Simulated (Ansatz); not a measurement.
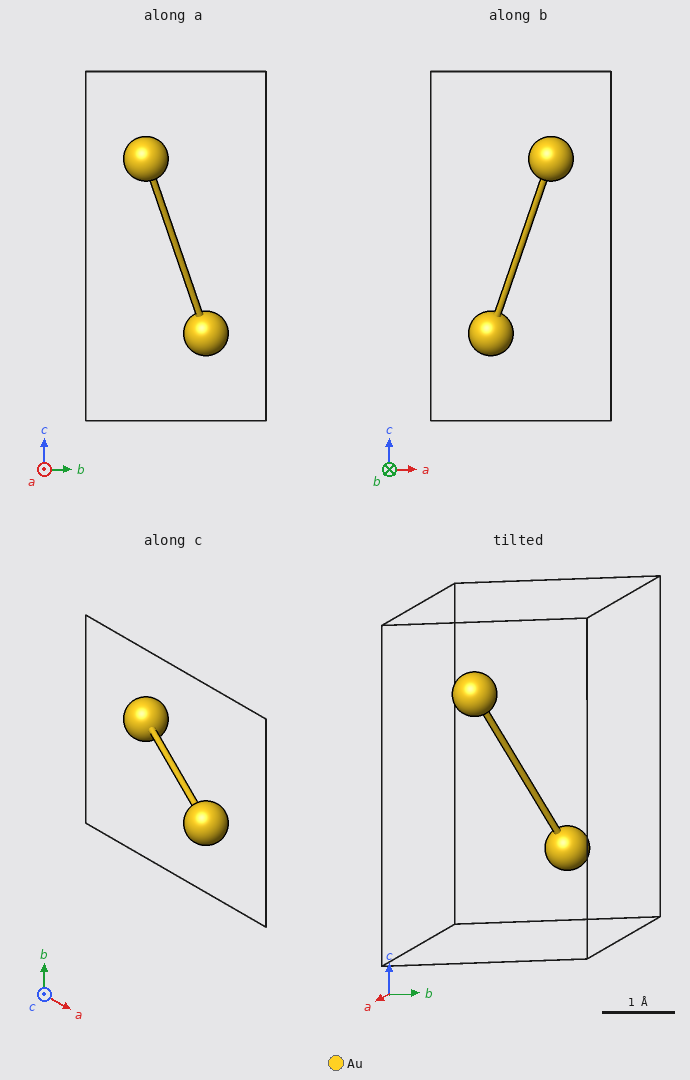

Drawn in the ball-and-stick manner and seen along the a axis, along the b axis, along the c axis and slightly off an axis. The conventional unit cell is outlined; an atom on or near a face, edge or corner is repeated at each equivalent position.

Lattice parameters: a = 2.9033 Å, b = 2.9033 Å, c = 4.8722 Å, α = 90.000°, β = 90.000°, γ = 120.000°.

> Set out the cell and atoms as a CIF with its space group and independent sites.

```cif
data_structure
_symmetry_space_group_name_H-M 'P 63/m m c'
_symmetry_Int_Tables_number 194
_cell_length_a 2.9033
_cell_length_b 2.9033
_cell_length_c 4.8722
_cell_angle_alpha 90.000
_cell_angle_beta 90.000
_cell_angle_gamma 120.000
_cell_volume 35.57
loop_
_atom_site_label
_atom_site_type_symbol
_atom_site_symmetry_multiplicity
_atom_site_Wyckoff_symbol
_atom_site_fract_x
_atom_site_fract_y
_atom_site_fract_z
_atom_site_occupancy
Au1 Au 2 c 0.3333 0.6667 0.2500 1
```

The structure was taken from a structure type filled with this element by a generator (whether the element takes this form wasn't checked). Earlier steps of the study may have refined or changed the cell and positions. It went into a calculation with Ansatz.

At this level of theory the cell isn't at rest (compressed, at 6 GPa), so its distances can differ from those at equilibrium, the more so the softer the solid.
